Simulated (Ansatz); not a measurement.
Nudged elastic band of B12HN12 (charge +1) (part 2 of 2)

B12HN12 (defect cell, 25 atoms in the cell, total charge +1); DFT PBE+D3(BJ), scalar-relativistic, plane waves, PAW, no spin polarisation (Ansatz 0.2.0); cutoff 420 eV, 2×2×2 k-mesh, Gaussian smearing of 0.02 eV. The structure derives from a Materials Project entry. It belongs to a series of runs on one base structure; here: climbing-image band for the jump of H by 1.41 A.

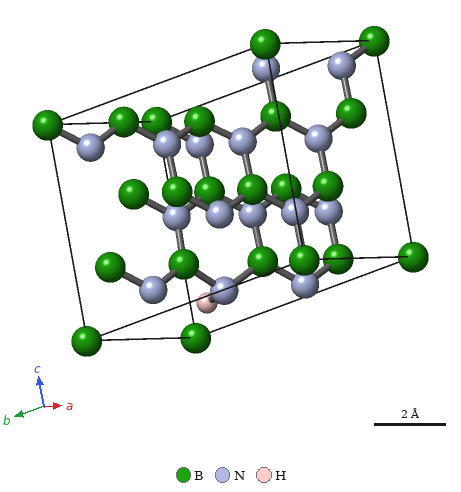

*The starting structure (ball-and-stick view of the cell of the calculation, seen at an oblique angle).*

```
SCF converged after 5 iterations
Free energy (F): -6533.068344 eV
Harris-Foulkes:  -6533.068344 eV  (|F-HF|=4.00e-8)
Internal energy: -6533.068344 eV  (E = F + TS)
E sigma→0 (E₀):  -6533.068344 eV
Fermi energy:    6.708277 eV
--- Per-component energies (eV) ---
  E_band       = -232.165835
  E_kinetic    = 2192.007713
  E_local      = -4176.444199  (includes V_loc(G=0)·N_el)
  E_nonlocal   = 692.019877
  E_hartree    = 1351.717545
  E_xc         = -1104.709688
  E_vxc        = -1370.526124  (∫ρ·V_xc dr)
  E_paw        = -2480.423422  (= ΣΔE_a)
  E_vpaw       = -272.656112  (= ΣTr[D̂ρ^β])
  E_aug_tail   = 0.000362  (compensation charges beyond the density's cutoff)
  E_ewald      = -3003.739746
  E_disp       = -3.496787  (pairwise vdW)
  E_smearing   = -0.000000  (= −TS)
  E_closure    = -0.000000  (closes the sum)
  E_deformation_potential = 13.655772  (in the stress; not in F)
  Σ components = -6533.068344   (vs F -6533.068344, Δ=0.00e0)
--- Forces (eV/Å), atoms counted from 1 ---
  atom   1  B      0.00311369     0.00123912    -0.00148300
  atom   2  B     -0.00117317     0.00366531    -0.00172040
  atom   3  B      0.00117790    -0.00366475    -0.00171293
  atom   4  B     -0.00047780     0.00754133     0.00347785
  atom   5  B     -0.00192549    -0.00781674     0.00273081
  atom   6  B     -0.00311476    -0.00123832    -0.00148210
  atom   7  B      0.00048493    -0.00754129     0.00348131
  atom   8  B     -0.00058443     0.00296630    -0.00103888
  atom   9  B      0.00058155    -0.00296701    -0.00103106
  atom  10  B      0.00324434    -0.00153753     0.00231771
  atom  11  B      0.00192421     0.00781728     0.00273180
  atom  12  B     -0.00324805     0.00153696     0.00231705
  atom  13  N      0.00277242    -0.00094611     0.00228678
  atom  14  N      0.00217231    -0.00212375     0.00102508
  atom  15  N     -0.00217306     0.00212398     0.00102631
  atom  16  N      0.00019671     0.00226493    -0.00485193
  atom  17  N     -0.00000026     0.00092473    -0.00187801
  atom  18  N     -0.00277274     0.00094623     0.00228834
  atom  19  N     -0.00019881    -0.00226530    -0.00485320
  atom  20  N      0.00245579     0.00172099    -0.00047567
  atom  21  N     -0.00245412    -0.00172117    -0.00047509
  atom  22  N      0.00258247    -0.00649925     0.00325686
  atom  23  N     -0.00000110    -0.00092474    -0.00187984
  atom  24  N     -0.00258244     0.00649898     0.00325791
  atom  25  H     -0.00000099     0.00000139    -0.00732694
  max |Σ_I F_I| component: 1.12e-5 eV/Å
--- Band table (eV) ---
  k-point 0: bands = ["-12.5998", "-12.1947", "-12.0966", "-12.0709", "-10.6187", "-10.3148", "-10.1464", "-10.1420", "-9.9134", "-9.8802", "-9.8003", "-9.7881", "-3.7986", "-3.6174", "-3.5480", "-3.5329", "-2.8510", "-2.7017", "-2.6682", "-2.6509", "-1.7034", "-0.4027", "-0.3045", "-0.2799", "-0.2454", "-0.1969", "-0.1554", "-0.0291", "0.0298", "0.4442", "0.4962", "0.5677", "1.0081", "1.0262", "1.0624", "1.2054", "1.9037", "2.2008", "2.2253", "2.3585", "2.4077", "2.9908", "3.3328", "3.3419", "3.6316", "3.6339", "3.8743", "3.8886", "9.2434", "9.5603", "9.9705", "10.0588", "10.5297", "10.5745", "10.8808", "11.0137", "12.3656", "12.5616", "13.0321", "13.0953", "13.7749", "15.2426", "15.2485", "15.4585", "15.5693", "15.6703", "15.8500", "15.9681", "16.0214", "16.0394", "16.2476", "16.3415", "16.4235"]
  k-point 1: bands = ["-12.9604", "-12.0214", "-11.6527", "-11.3667", "-11.3130", "-10.7467", "-10.4341", "-10.3862", "-10.3840", "-9.7876", "-9.2926", "-9.2074", "-4.0596", "-3.2780", "-3.0660", "-2.9741", "-2.8305", "-2.7955", "-2.7740", "-2.3955", "-2.3628", "-1.6552", "-0.8038", "-0.7111", "-0.3575", "-0.2936", "0.1959", "0.4234", "0.5383", "0.6034", "0.6556", "0.6898", "0.8823", "0.8918", "1.2942", "1.4569", "1.6340", "1.7781", "1.8740", "2.3316", "2.8092", "2.9367", "2.9847", "3.4222", "3.4704", "3.8024", "4.4173", "4.7452", "9.2532", "9.3802", "9.4654", "10.3104", "10.4789", "10.9462", "11.0330", "11.8583", "12.2654", "12.5647", "12.9159", "13.0046", "13.4980", "14.5099", "14.8436", "14.9599", "14.9899", "15.0742", "15.2216", "15.2649", "15.6183", "15.8023", "16.1871", "16.4250", "16.4949"]
  k-point 2: bands = ["-12.7833", "-12.3176", "-11.7224", "-11.4094", "-11.2692", "-11.1776", "-10.1570", "-9.9343", "-9.8308", "-9.7464", "-9.6002", "-9.4565", "-4.1640", "-4.0354", "-3.8666", "-3.5806", "-3.0455", "-2.7579", "-1.9707", "-1.1883", "-1.0376", "-0.8228", "-0.7787", "-0.7459", "-0.6993", "-0.6403", "-0.5878", "0.0117", "0.5444", "0.6677", "0.7510", "0.8581", "0.8861", "0.9227", "1.0146", "1.2208", "1.8498", "1.9080", "2.3602", "2.4936", "2.6185", "2.7104", "2.7503", "3.2511", "3.8138", "3.9055", "4.1250", "4.7553", "8.6613", "9.4314", "9.6829", "9.9234", "10.4083", "10.5436", "10.8764", "11.6556", "12.5883", "12.7117", "12.7689", "13.0078", "13.6510", "14.2399", "14.3959", "14.5141", "14.7553", "15.4271", "15.9286", "15.9680", "16.3262", "16.3422", "16.5688", "16.8639", "16.9799"]
  k-point 3: bands = ["-12.8672", "-12.4103", "-11.5178", "-11.1796", "-11.0416", "-10.9541", "-10.6598", "-10.4019", "-9.8253", "-9.6856", "-9.5535", "-9.5315", "-3.5387", "-3.3660", "-3.2965", "-3.2728", "-2.9949", "-2.7066", "-2.3951", "-1.7428", "-1.6436", "-1.6129", "-1.3904", "-1.1422", "-1.1202", "-1.0340", "-1.0053", "0.0657", "0.8530", "0.9313", "0.9868", "1.1858", "1.2236", "1.3078", "1.3143", "1.3870", "1.8196", "2.1932", "2.2851", "2.6423", "2.7478", "2.8323", "2.9111", "3.3161", "3.5405", "3.7709", "4.3910", "4.4550", "9.0767", "9.7752", "9.9012", "10.0829", "10.1251", "10.5521", "11.6020", "11.7007", "12.3100", "12.3211", "12.4086", "12.9127", "12.9375", "13.4184", "14.4737", "14.7131", "14.9669", "15.1904", "15.3533", "15.7040", "15.9295", "15.9517", "16.1551", "16.2387", "16.3544"]
this run last wrote the band of iteration 6 to [file]
--- NEB band (7 images, 6 band iterations, 228 SCF iterations) ---
  forward barrier  = 0.687288 eV
  backward barrier = 0.687288 eV
  lagrangian_above_aufbau_ev (what the smearing adds, to first order; not taken off the barriers): saddle image +0.000000 eV, end points +0.000000 and +0.000000 eV
  climbing image's point = of an order that was not read
  energies are F+E_penalty+E_count in eV, relative to image 0
  image     s (Å)  Δ vs image 0  max|band force component| (eV/Å)
      0    0.0000      0.000000                                 —
      1    0.3093      0.066766                          3.364e-2
      2    0.6186      0.310194                          3.924e-2
  *   3    0.9278      0.687288                          7.817e-3
      4    1.2370      0.310194                          3.924e-2
      5    1.5463      0.066766                          3.364e-2
      6    1.8557     -0.000000                                 —
  climbing-image geometry (image 3):
  cell:  # Å, volume = 217.9512 Å³
    - [-3.7615274009, -3.3394822066, -4.3376638254]
    - [3.7615274009, -3.3394822066, 4.3376638254]
    - [-3.7615274009, 3.3394822066, 4.3376638254]
  atoms:
    - { symbol: B, position: [0.17125221541524777, 0.7546300778038573, 0.9165384031808707] }
    - { symbol: B, position: [0.9993874235156199, -0.007861662835728811, 0.002833857563484865] }
    - { symbol: B, position: [0.333945930314664, 0.5034464244499497, 0.8260842326394033] }
    - { symbol: B, position: [0.8158803561684526, 0.23513169646857035, 0.08715658387036729] }
    - { symbol: B, position: [0.6953931619171789, 0.5269943568778177, 0.16585170894816947] }
    - { symbol: B, position: [0.1620811303008863, 0.2452862018414268, 0.41671119884742414] }
    - { symbol: B, position: [0.5174529949877643, 0.7712762233044139, 0.25258467630917114] }
    - { symbol: B, position: [0.33689447494527597, 0.0018366784919338036, 0.33552273717800735] }
    - { symbol: B, position: [0.9964388385302406, 0.4986282355863892, 0.4982755097083729] }
    - { symbol: B, position: [0.8362591708374649, 0.7531018694502893, 0.5824539155820905] }
    - { symbol: B, position: [0.6379401705014639, -0.029541447508515676, 0.6649345229696652] }
    - { symbol: B, position: [0.4970741373045783, 0.24619472135256204, 0.750176031944064] }
    - { symbol: N, position: [0.17146755107417064, 0.08658886521443131, 0.2510074003029784] }
    - { symbol: N, position: [0.9919252184192517, 0.3255013981282985, 0.33345058903652364] }
    - { symbol: N, position: [0.3414081280104007, 0.8415253816640738, 0.1669095171795596] }
    - { symbol: N, position: [0.8425518498433092, 0.5946974819440956, 0.4140935451325551] }
    - { symbol: N, position: [0.6612234678535103, 0.8283268725125881, 0.4995904168763892] }
    - { symbol: N, position: [0.16186579597376047, 0.5795398487206512, 0.7484546338861158] }
    - { symbol: N, position: [0.4907814459127081, 0.0715416730508641, 0.5854789609295323] }
    - { symbol: N, position: [0.3301152365851523, 0.32950338942617874, 0.6663429665418793] }
    - { symbol: N, position: [1.003218088262395, 0.8362277231229045, 0.8327214986784155] }
    - { symbol: N, position: [0.7800031402355858, 0.024585947047179355, 0.9224062824375604] }
    - { symbol: N, position: [0.6721098438171298, 0.33836693674787777, 1.0004367438594914] }
    - { symbol: N, position: [0.5533302267780325, 0.6424031725861988, 0.07791612858833932] }
    - { symbol: H, position: [0.6666666692957555, 0.834002380451693, 0.0006690503595691427] }
```

## The last band as extended XYZ (Å, eV, eV/Å)
```
25
Lattice="-3.7615 -3.3395 -4.3377 3.7615 -3.3395 4.3377 -3.7615 3.3395 4.3377" Properties=species:S:1:pos:R:3:forces:R:3 image=0 energy=-6533.75563
B    -1.2522   -0.0105    6.5060   -0.0010  -0.0005  -0.0006
B    -3.7620   -3.3897   -4.3485    0.0018   0.0093   0.0075
B    -2.4573   -0.0421    4.3077    0.0011   0.0071   0.0036
B    -2.5140   -3.3378   -2.1710   -0.0003   0.0004  -0.0012
B    -1.3046   -3.3846   -0.0299    0.0006   0.0097   0.0027
B    -1.2483    0.0023    2.1665    0.0017  -0.0017   0.0010
B    -0.0004   -3.3818    2.2312    0.0010   0.0024  -0.0043
B    -2.5092    0.0074    0.0090   -0.0036  -0.0011  -0.0004
B    -3.7617   -3.3114   -0.0067   -0.0007   0.0055  -0.0013
B    -2.5100   -3.3505    2.1683    0.0015  -0.0006  -0.0010
B    -5.0146    0.0081    0.0090    0.0014  -0.0020  -0.0010
B    -3.7619   -0.0029    2.1659   -0.0008  -0.0020  -0.0014
N    -1.2489   -0.0070    0.7202    0.0035  -0.0020   0.0003
N    -3.7619   -3.3212   -1.4483   -0.0001  -0.0023   0.0011
N     1.2542   -3.3357    2.8962    0.0003  -0.0021   0.0004
N    -2.5090   -3.3277    0.7190    0.0004   0.0002   0.0018
N    -1.2549   -3.3354    2.8962    0.0005  -0.0027  -0.0004
N    -1.2530    0.0138    5.0567    0.0000  -0.0002   0.0007
N    -3.7619    0.0090    0.7264    0.0003  -0.0015  -0.0001
N    -2.5050    0.0005    2.8891    0.0000  -0.0014  -0.0014
N    -3.7619   -3.3731    2.8830   -0.0002  -0.0011  -0.0018
N    -6.2751   -0.0055    0.7202   -0.0027  -0.0058  -0.0003
N    -5.0188   -0.0019    2.8891    0.0018   0.0006  -0.0003
N     0.0001   -3.6361    0.7246   -0.0013  -0.0074  -0.0017
H     0.0039   -4.6845    0.7322   -0.0051  -0.0008  -0.0021
25
Lattice="-3.7615 -3.3395 -4.3377 3.7615 -3.3395 4.3377 -3.7615 3.3395 4.3377" Properties=species:S:1:pos:R:3:forces:R:3 image=2 energy=-6533.44544
B    -1.2547   -0.0297    6.5075    0.0434   0.0186   0.0089
B    -3.7823   -3.3103   -4.3488    0.1038  -0.0549   0.0390
B    -2.4551   -0.0295    4.3087    0.1146   0.0670  -0.0654
B    -2.5145   -3.2414   -2.1585    0.0026  -0.1091  -0.0598
B    -1.2754   -3.5349   -0.0210   -0.0593  -0.0237  -0.0465
B    -1.2545    0.0311    2.1664    0.0310  -0.0027  -0.0171
B     0.0003   -3.4560    2.2160    0.0195   0.0347   0.1078
B    -2.5220   -0.0052    0.0073    0.0430   0.0353   0.0195
B    -3.7503   -3.3259   -0.0031    0.0286   0.0171  -0.0292
B    -2.5087   -3.3671    2.1660    0.0118  -0.0137   0.0170
B    -5.0214    0.1480   -0.0015    0.0063  -0.1603   0.0440
B    -3.7691    0.0181    2.1653    0.0107  -0.0198  -0.0075
N    -1.2625   -0.0169    0.7211    0.0516   0.0343  -0.0101
N    -3.7643   -3.2866   -1.4462    0.0380   0.0106  -0.0026
N     1.2501   -3.3895    2.8954    0.0275   0.0205   0.0003
N    -2.4938   -3.4183    0.7186    0.0270   0.0042  -0.0030
N    -1.2533   -3.3108    2.8896    0.0189  -0.0154  -0.0384
N    -1.2462    0.0252    5.0574    0.0186   0.0125   0.0185
N    -3.7769    0.0707    0.7240    0.0566  -0.0295   0.0018
N    -2.5106    0.0246    2.8886    0.0212   0.0224   0.0131
N    -3.7633   -3.3605    2.8854    0.0130   0.0153  -0.0070
N    -6.2934    0.2672    0.7218    0.1318  -0.5597  -0.0154
N    -5.0203   -0.0362    2.8946    0.0491   0.0006   0.0094
N     0.0440   -3.7692    0.7256    0.0145  -0.1110   0.0106
H     0.4306   -4.8182    0.7319   -0.8239   0.8064   0.0122
25
Lattice="-3.7615 -3.3395 -4.3377 3.7615 -3.3395 4.3377 -3.7615 3.3395 4.3377" Properties=species:S:1:pos:R:3:forces:R:3 image=4 energy=-6533.44544
B    -1.2531   -0.0311    6.5040   -0.0310   0.0027  -0.0171
B    -3.8141   -3.3100   -4.3666   -0.1146  -0.0670  -0.0654
B    -2.4869   -0.0291    4.3265   -0.1038   0.0549   0.0390
B    -2.5080   -3.2230   -2.1216   -0.0195  -0.0347   0.1078
B    -1.2478   -3.4875   -0.0015   -0.0063   0.1603   0.0440
B    -1.2530    0.0297    2.1699   -0.0434  -0.0186   0.0089
B     0.0068   -3.4376    2.1792   -0.0026   0.1091  -0.0599
B    -2.5189   -0.0136   -0.0031   -0.0286  -0.0171  -0.0292
B    -3.7472   -3.3343    0.0073   -0.0430  -0.0353   0.0195
B    -2.5001   -3.3576    2.1653   -0.0107   0.0198  -0.0075
B    -4.9938    0.1955   -0.0210    0.0593   0.0237  -0.0465
B    -3.7605    0.0277    2.1660   -0.0118   0.0137   0.0170
N    -1.2615   -0.0252    0.7197   -0.0186  -0.0125   0.0185
N    -3.7578   -3.2894   -1.4423   -0.0275  -0.0205   0.0003
N     1.2566   -3.3924    2.8914   -0.0380  -0.0106  -0.0026
N    -2.4924   -3.4102    0.7240   -0.0566   0.0295   0.0018
N    -1.2489   -3.3032    2.8946   -0.0491  -0.0006   0.0094
N    -1.2451    0.0169    5.0588   -0.0516  -0.0343  -0.0101
N    -3.7754    0.0788    0.7186   -0.0270  -0.0042  -0.0029
N    -2.5059    0.0210    2.8854   -0.0130  -0.0153  -0.0070
N    -3.7586   -3.3641    2.8886   -0.0212  -0.0224   0.0131
N    -6.3132    0.4297    0.7256   -0.0145   0.1110   0.0106
N    -5.0159   -0.0287    2.8896   -0.0189   0.0154  -0.0384
N     0.0242   -3.6067    0.7218   -0.1319   0.5597  -0.0154
H     0.8232   -5.2002    0.7319    0.8239  -0.8064   0.0122
25
Lattice="-3.7615 -3.3395 -4.3377 3.7615 -3.3395 4.3377 -3.7615 3.3395 4.3377" Properties=species:S:1:pos:R:3:forces:R:3 image=6 energy=-6533.75563
B    -1.2594   -0.0023    6.5041   -0.0017   0.0017   0.0010
B    -3.8119   -3.2973   -4.3677   -0.0011  -0.0071   0.0036
B    -2.5072    0.0502    4.3268   -0.0018  -0.0093   0.0075
B    -2.5073   -3.2971   -2.1064   -0.0011  -0.0024  -0.0043
B    -1.2546   -3.3476    0.0090   -0.0014   0.0020  -0.0009
B    -1.2555    0.0105    2.1683    0.0010   0.0005  -0.0006
B     0.0063   -3.3412    2.1666    0.0003  -0.0004  -0.0012
B    -2.5075   -0.0281   -0.0067    0.0007  -0.0055  -0.0013
B    -3.7600   -3.3469    0.0090    0.0036   0.0011  -0.0004
B    -2.5073   -3.3365    2.1659    0.0009   0.0020  -0.0014
B    -4.9646    0.0451   -0.0299   -0.0006  -0.0097   0.0027
B    -3.7592    0.0110    2.1683   -0.0014   0.0006  -0.0010
N    -1.2546   -0.0138    0.7191    0.0000   0.0002   0.0007
N    -3.7619   -3.3432   -1.4415   -0.0003   0.0021   0.0004
N     1.2542   -3.3578    2.8893    0.0001   0.0023   0.0011
N    -2.5073   -3.3485    0.7264   -0.0003   0.0015  -0.0001
N    -1.2504   -3.3376    2.8891   -0.0018  -0.0006  -0.0003
N    -1.2588    0.0070    5.0579   -0.0035   0.0020   0.0003
N    -3.7603   -0.0118    0.7190   -0.0004  -0.0002   0.0018
N    -2.5073    0.0336    2.8830    0.0002   0.0011  -0.0018
N    -3.7643   -3.3400    2.8891    0.0000   0.0014  -0.0014
N    -6.2693    0.2966    0.7246    0.0013   0.0074  -0.0017
N    -5.0143   -0.0041    2.8962   -0.0005   0.0027  -0.0004
N     0.0059   -3.3340    0.7202    0.0027   0.0058  -0.0003
H     1.2499   -5.3339    0.7322    0.0051   0.0008  -0.0021
```

## Summary

```csv
quantity,value
outcome,converged
"barrier, forward",0.687 eV
"barrier, backward",0.687 eV
electrons treated,96
wall time,77 s (CPU time 3.4 min)
peak memory,1 GiB
```

The k-point mesh is coarse for a cell of this size, so the results may not be converged. The order of the saddle point was not checked.
